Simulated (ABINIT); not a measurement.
## Phonon calculation of AlCo (part 1 of 4)

The run: phonon calculation of AlCo (Pm-3m, 2 atoms in the cell). Method and program: Kohn-Sham DFT of a periodic cell, PBEsol, PseudoDojo NC SR PBEsol v0.4 stringent, spin-polarised (ABINIT 10.8.3).

The structure derives from a Materials Project entry.

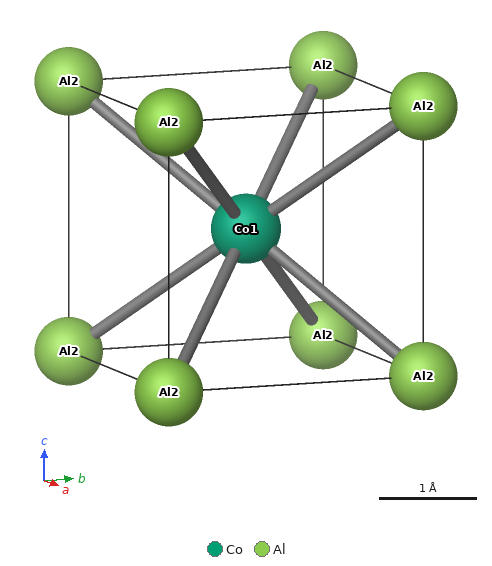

**Figure 1.** The structure (ball-and-stick view of the cell of the calculation, seen slightly off an axis; atoms are numbered from 1 in the order of the input). An atom can appear more than once, as a periodic image. Near neighbours in the periodic cell (some may lie outside the picture): Co has 8 Al at 2.44 Å; Al has 8 Co at 2.44 Å.

### Input file
```
ndtset 2

pp_dirpath "./"
pseudos "Co.upf, Al.upf"

acell 3*1.0 Angstrom
rprim
     2.8225101400     0.0000000000     0.0000000000
     0.0000000000     2.8225101400     0.0000000000
     0.0000000000     0.0000000000     2.8225101400
ntypat 2
znucl 27 13
natom 2
typat 1 2
chkprim 0
chksymtnons 0
tolsym 1.0e-6
xred
            1/2            1/2            1/2
            0.0            0.0            0.0

ecut 52.0
ecutsm 0.5

ngkpt 12 12 12
nshiftk 1
shiftk 0.0 0.0 0.0

ixc -116133

nband 19
occopt 6
tsmear 0.00499791

nsppol 2
spinat
     0.0000000000     0.0000000000     2.0000000000
     0.0000000000     0.0000000000     0.0000000000

nstep 80

prteig 0
prtebands 0
prtwf 0
prtden 0
prtpot 0

kptopt1 1
tolvrs1 1.0e-15
prtwf1 1
tolwfr1 1.0e-14
nbdbuf1 4
nline1 6

rfphon2 1
rfatpol2 1 2
rfdir2 1 1 1
getwfk2 1
kptopt2 2
nqpt2 1
qpt2 0.0 0.0 0.0
tolvrs2 1.0e-8
```

### File mrgddb.in
```
merged_DDB
AlCo
2
runo_DS1_DDB
runo_DS2_DDB
```

### File anaddb.abi
```
ddb_filepath "merged_DDB"
output_file "anaddb.abo"
outdata_prefix "ana"
asr 1
chneut 0
dipdip 0
dieflag 0
enunit 0
eivec 1
nph1l 1
qph1l 0.0 0.0 0.0 1.0
```

Command:
```bash
mpirun --bind-to none -np 4 abinit run.abi > log 2>&1
mrgddb < mrgddb.in > mrgddb.log 2>&1
anaddb anaddb.abi > anaddb.log 2>&1
```

### The program's output
```
.Version 10.8.3 of ABINIT
 DATASET    1 : space group Pm -3 m (#221); Bravais cP (primitive cubic)
================================================================================
 Values of the parameters that define the memory need for DATASET  1.
     intxc =       0    ionmov =       0      iscf =       7    lmnmax =       6
     lnmax =       6     mgfft =      36  mpssoang =       3    mqgrid =    3001
     natom =       2  nloc_mem =       1    nspden =       2   nspinor =       1
    nsppol =       2      nsym =      48    n1xccc =    2501    ntypat =       2
    occopt =       6   xclevel =       2
       mpw =        2741          nfft =       46656          nkpt =          84
================================================================================
================================================================================

 DATASET    2 : space group Pm -3 m (#221); Bravais cP (primitive cubic)
================================================================================
 Values of the parameters that define the memory need for DATASET  2 (RF).
     intxc =       0      iscf =       7    lmnmax =       6     lnmax =       6
     mgfft =      36  mpssoang =       3    mqgrid =    3001     natom =       2
  nloc_mem =       1    nspden =       2   nspinor =       1    nsppol =       2
      nsym =      48    n1xccc =    2501    ntypat =       2    occopt =       6
   xclevel =       2
      nfft =       46656          nkpt =         868
================================================================================
================================================================================

--------------------------------------------------------------------------------
------------- Echo of variables that govern the present computation ------------
--------------------------------------------------------------------------------
 -outvars: echo values of preprocessed input variables --------
            acell      1.8897261259E+00  1.8897261259E+00  1.8897261259E+00 Bohr
              amu      5.89332000E+01  2.69815390E+01
          chkprim           0
      chksymtnons           0
             ecut      5.20000000E+01 Hartree
           ecutsm      5.00000000E-01 Hartree
           getwfk1          0
           getwfk2          1
                       outvar_i_n : Printing only first  50 k-points.
              ixc     -116133
           jdtset        1    2
                       outvar_i_n : Printing only first  50 k-points.
           kptopt1          1
           kptopt2          2
         kptrlatt       12    0    0      0   12    0      0    0   12
          kptrlen      6.40052538E+01
            natom           2
            nband1         19
            nband2         19
           nbdbuf1          4
           nbdbuf2          2
           ndtset           2
            ngfft          36      36      36
             nkpt1         84
             nkpt2        868
            nline1          6
            nline2          4
             nqpt1          0
             nqpt2          1
           nspden           2
           nsppol           2
            nstep          80
             nsym          48
           ntypat           2
                       prtocc : prtvol=0, do not print more k-points.
                       1.000000  1.000000  1.000000  1.000000  1.000000  1.000000
                       1.000000  1.000000  1.000000  1.000000  0.000000  0.000000
                       0.000000  0.000000  0.000000  0.000000  0.000000  0.000000
                       0.000000
                       1.000000  1.000000  1.000000  1.000000  1.000000  1.000000
                       1.000000  1.000000  1.000000  1.000000  0.000000  0.000000
                       0.000000  0.000000  0.000000  0.000000  0.000000  0.000000
                       0.000000
                       1.000000  1.000000  1.000000  1.000000  1.000000  1.000000
                       1.000000  1.000000  1.000000  1.000000  0.000000  0.000000
                       0.000000  0.000000  0.000000  0.000000  0.000000  0.000000
                       0.000000
                       1.000000  1.000000  1.000000  1.000000  1.000000  1.000000
                       1.000000  1.000000  1.000000  1.000000  0.000000  0.000000
                       0.000000  0.000000  0.000000  0.000000  0.000000  0.000000
                       0.000000
                       1.000000  1.000000  1.000000  1.000000  1.000000  1.000000
                       1.000000  1.000000  1.000000  1.000000  0.000000  0.000000
                       0.000000  0.000000  0.000000  0.000000  0.000000  0.000000
                       0.000000
                       1.000000  1.000000  1.000000  1.000000  1.000000  1.000000
                       1.000000  1.000000  1.000000  1.000000  0.000000  0.000000
                       0.000000  0.000000  0.000000  0.000000  0.000000  0.000000
                       0.000000
                       1.000000  1.000000  1.000000  1.000000  1.000000  1.000000
                       1.000000  1.000000  1.000000  1.000000  0.000000  0.000000
                       0.000000  0.000000  0.000000  0.000000  0.000000  0.000000
                       0.000000
                       1.000000  1.000000  1.000000  1.000000  1.000000  1.000000
                       1.000000  1.000000  1.000000  1.000000  0.000000  0.000000
                       0.000000  0.000000  0.000000  0.000000  0.000000  0.000000
                       0.000000
                       1.000000  1.000000  1.000000  1.000000  1.000000  1.000000
                       1.000000  1.000000  1.000000  1.000000  0.000000  0.000000
                       0.000000  0.000000  0.000000  0.000000  0.000000  0.000000
                       0.000000
                       1.000000  1.000000  1.000000  1.000000  1.000000  1.000000
                       1.000000  1.000000  1.000000  1.000000  0.000000  0.000000
                       0.000000  0.000000  0.000000  0.000000  0.000000  0.000000
                       0.000000
                       1.000000  1.000000  1.000000  1.000000  1.000000  1.000000
                       1.000000  1.000000  1.000000  1.000000  0.000000  0.000000
                       0.000000  0.000000  0.000000  0.000000  0.000000  0.000000
                       0.000000
                       1.000000  1.000000  1.000000  1.000000  1.000000  1.000000
                       1.000000  1.000000  1.000000  1.000000  0.000000  0.000000
                       0.000000  0.000000  0.000000  0.000000  0.000000  0.000000
                       0.000000
                       1.000000  1.000000  1.000000  1.000000  1.000000  1.000000
                       1.000000  1.000000  1.000000  1.000000  0.000000  0.000000
                       0.000000  0.000000  0.000000  0.000000  0.000000  0.000000
                       0.000000
                       1.000000  1.000000  1.000000  1.000000  1.000000  1.000000
                       1.000000  1.000000  1.000000  1.000000  0.000000  0.000000
                       0.000000  0.000000  0.000000  0.000000  0.000000  0.000000
                       0.000000
                       1.000000  1.000000  1.000000  1.000000  1.000000  1.000000
                       1.000000  1.000000  1.000000  1.000000  0.000000  0.000000
                       0.000000  0.000000  0.000000  0.000000  0.000000  0.000000
                       0.000000
                       1.000000  1.000000  1.000000  1.000000  1.000000  1.000000
                       1.000000  1.000000  1.000000  1.000000  0.000000  0.000000
                       0.000000  0.000000  0.000000  0.000000  0.000000  0.000000
                       0.000000
                       1.000000  1.000000  1.000000  1.000000  1.000000  1.000000
                       1.000000  1.000000  1.000000  1.000000  0.000000  0.000000
                       0.000000  0.000000  0.000000  0.000000  0.000000  0.000000
                       0.000000
                       1.000000  1.000000  1.000000  1.000000  1.000000  1.000000
                       1.000000  1.000000  1.000000  1.000000  0.000000  0.000000
                       0.000000  0.000000  0.000000  0.000000  0.000000  0.000000
                       0.000000
                       1.000000  1.000000  1.000000  1.000000  1.000000  1.000000
                       1.000000  1.000000  1.000000  1.000000  0.000000  0.000000
                       0.000000  0.000000  0.000000  0.000000  0.000000  0.000000
                       0.000000
                       1.000000  1.000000  1.000000  1.000000  1.000000  1.000000
                       1.000000  1.000000  1.000000  1.000000  0.000000  0.000000
                       0.000000  0.000000  0.000000  0.000000  0.000000  0.000000
                       0.000000
                       1.000000  1.000000  1.000000  1.000000  1.000000  1.000000
                       1.000000  1.000000  1.000000  1.000000  0.000000  0.000000
                       0.000000  0.000000  0.000000  0.000000  0.000000  0.000000
                       0.000000
                       1.000000  1.000000  1.000000  1.000000  1.000000  1.000000
                       1.000000  1.000000  1.000000  1.000000  0.000000  0.000000
                       0.000000  0.000000  0.000000  0.000000  0.000000  0.000000
                       0.000000
                       1.000000  1.000000  1.000000  1.000000  1.000000  1.000000
                       1.000000  1.000000  1.000000  1.000000  0.000000  0.000000
                       0.000000  0.000000  0.000000  0.000000  0.000000  0.000000
                       0.000000
                       1.000000  1.000000  1.000000  1.000000  1.000000  1.000000
                       1.000000  1.000000  1.000000  1.000000  0.000000  0.000000
                       0.000000  0.000000  0.000000  0.000000  0.000000  0.000000
                       0.000000
                       1.000000  1.000000  1.000000  1.000000  1.000000  1.000000
                       1.000000  1.000000  1.000000  1.000000  0.000000  0.000000
                       0.000000  0.000000  0.000000  0.000000  0.000000  0.000000
                       0.000000
                       1.000000  1.000000  1.000000  1.000000  1.000000  1.000000
                       1.000000  1.000000  1.000000  1.000000  0.000000  0.000000
                       0.000000  0.000000  0.000000  0.000000  0.000000  0.000000
                       0.000000
                       1.000000  1.000000  1.000000  1.000000  1.000000  1.000000
                       1.000000  1.000000  1.000000  1.000000  0.000000  0.000000
                       0.000000  0.000000  0.000000  0.000000  0.000000  0.000000
                       0.000000
                       1.000000  1.000000  1.000000  1.000000  1.000000  1.000000
                       1.000000  1.000000  1.000000  1.000000  0.000000  0.000000
                       0.000000  0.000000  0.000000  0.000000  0.000000  0.000000
                       0.000000
                       1.000000  1.000000  1.000000  1.000000  1.000000  1.000000
                       1.000000  1.000000  1.000000  1.000000  0.000000  0.000000
                       0.000000  0.000000  0.000000  0.000000  0.000000  0.000000
                       0.000000
                       1.000000  1.000000  1.000000  1.000000  1.000000  1.000000
                       1.000000  1.000000  1.000000  1.000000  0.000000  0.000000
                       0.000000  0.000000  0.000000  0.000000  0.000000  0.000000
                       0.000000
                       1.000000  1.000000  1.000000  1.000000  1.000000  1.000000
                       1.000000  1.000000  1.000000  1.000000  0.000000  0.000000
                       0.000000  0.000000  0.000000  0.000000  0.000000  0.000000
                       0.000000
                       1.000000  1.000000  1.000000  1.000000  1.000000  1.000000
                       1.000000  1.000000  1.000000  1.000000  0.000000  0.000000
                       0.000000  0.000000  0.000000  0.000000  0.000000  0.000000
                       0.000000
                       1.000000  1.000000  1.000000  1.000000  1.000000  1.000000
                       1.000000  1.000000  1.000000  1.000000  0.000000  0.000000
                       0.000000  0.000000  0.000000  0.000000  0.000000  0.000000
                       0.000000
                       1.000000  1.000000  1.000000  1.000000  1.000000  1.000000
                       1.000000  1.000000  1.000000  1.000000  0.000000  0.000000
                       0.000000  0.000000  0.000000  0.000000  0.000000  0.000000
                       0.000000
                       1.000000  1.000000  1.000000  1.000000  1.000000  1.000000
                       1.000000  1.000000  1.000000  1.000000  0.000000  0.000000
                       0.000000  0.000000  0.000000  0.000000  0.000000  0.000000
                       0.000000
                       1.000000  1.000000  1.000000  1.000000  1.000000  1.000000
                       1.000000  1.000000  1.000000  1.000000  0.000000  0.000000
                       0.000000  0.000000  0.000000  0.000000  0.000000  0.000000
                       0.000000
                       1.000000  1.000000  1.000000  1.000000  1.000000  1.000000
                       1.000000  1.000000  1.000000  1.000000  0.000000  0.000000
                       0.000000  0.000000  0.000000  0.000000  0.000000  0.000000
                       0.000000
                       1.000000  1.000000  1.000000  1.000000  1.000000  1.000000
                       1.000000  1.000000  1.000000  1.000000  0.000000  0.000000
                       0.000000  0.000000  0.000000  0.000000  0.000000  0.000000
                       0.000000
                       1.000000  1.000000  1.000000  1.000000  1.000000  1.000000
                       1.000000  1.000000  1.000000  1.000000  0.000000  0.000000
                       0.000000  0.000000  0.000000  0.000000  0.000000  0.000000
                       0.000000
                       1.000000  1.000000  1.000000  1.000000  1.000000  1.000000
                       1.000000  1.000000  1.000000  1.000000  0.000000  0.000000
                       0.000000  0.000000  0.000000  0.000000  0.000000  0.000000
                       0.000000
                       1.000000  1.000000  1.000000  1.000000  1.000000  1.000000
                       1.000000  1.000000  1.000000  1.000000  0.000000  0.000000
                       0.000000  0.000000  0.000000  0.000000  0.000000  0.000000
                       0.000000
                       1.000000  1.000000  1.000000  1.000000  1.000000  1.000000
                       1.000000  1.000000  1.000000  1.000000  0.000000  0.000000
                       0.000000  0.000000  0.000000  0.000000  0.000000  0.000000
                       0.000000
                       1.000000  1.000000  1.000000  1.000000  1.000000  1.000000
                       1.000000  1.000000  1.000000  1.000000  0.000000  0.000000
                       0.000000  0.000000  0.000000  0.000000  0.000000  0.000000
                       0.000000
                       1.000000  1.000000  1.000000  1.000000  1.000000  1.000000
                       1.000000  1.000000  1.000000  1.000000  0.000000  0.000000
                       0.000000  0.000000  0.000000  0.000000  0.000000  0.000000
                       0.000000
                       1.000000  1.000000  1.000000  1.000000  1.000000  1.000000
                       1.000000  1.000000  1.000000  1.000000  0.000000  0.000000
                       0.000000  0.000000  0.000000  0.000000  0.000000  0.000000
                       0.000000
                       1.000000  1.000000  1.000000  1.000000  1.000000  1.000000
                       1.000000  1.000000  1.000000  1.000000  0.000000  0.000000
                       0.000000  0.000000  0.000000  0.000000  0.000000  0.000000
                       0.000000
                       1.000000  1.000000  1.000000  1.000000  1.000000  1.000000
                       1.000000  1.000000  1.000000  1.000000  0.000000  0.000000
                       0.000000  0.000000  0.000000  0.000000  0.000000  0.000000
                       0.000000
                       1.000000  1.000000  1.000000  1.000000  1.000000  1.000000
                       1.000000  1.000000  1.000000  1.000000  0.000000  0.000000
                       0.000000  0.000000  0.000000  0.000000  0.000000  0.000000
                       0.000000
                       1.000000  1.000000  1.000000  1.000000  1.000000  1.000000
                       1.000000  1.000000  1.000000  1.000000  0.000000  0.000000
                       0.000000  0.000000  0.000000  0.000000  0.000000  0.000000
                       0.000000
                       1.000000  1.000000  1.000000  1.000000  1.000000  1.000000
                       1.000000  1.000000  1.000000  1.000000  0.000000  0.000000
                       0.000000  0.000000  0.000000  0.000000  0.000000  0.000000
                       0.000000
                       prtocc : prtvol=0, do not print more k-points.
                       prtocc : prtvol=0, do not print more k-points.
                       1.000000  1.000000  1.000000  1.000000  1.000000  1.000000
                       1.000000  1.000000  1.000000  1.000000  0.000000  0.000000
                       0.000000  0.000000  0.000000  0.000000  0.000000  0.000000
                       0.000000
                       1.000000  1.000000  1.000000  1.000000  1.000000  1.000000
                       1.000000  1.000000  1.000000  1.000000  0.000000  0.000000
                       0.000000  0.000000  0.000000  0.000000  0.000000  0.000000
                       0.000000
                       1.000000  1.000000  1.000000  1.000000  1.000000  1.000000
                       1.000000  1.000000  1.000000  1.000000  0.000000  0.000000
                       0.000000  0.000000  0.000000  0.000000  0.000000  0.000000
                       0.000000
                       1.000000  1.000000  1.000000  1.000000  1.000000  1.000000
                       1.000000  1.000000  1.000000  1.000000  0.000000  0.000000
                       0.000000  0.000000  0.000000  0.000000  0.000000  0.000000
                       0.000000
                       1.000000  1.000000  1.000000  1.000000  1.000000  1.000000
                       1.000000  1.000000  1.000000  1.000000  0.000000  0.000000
```
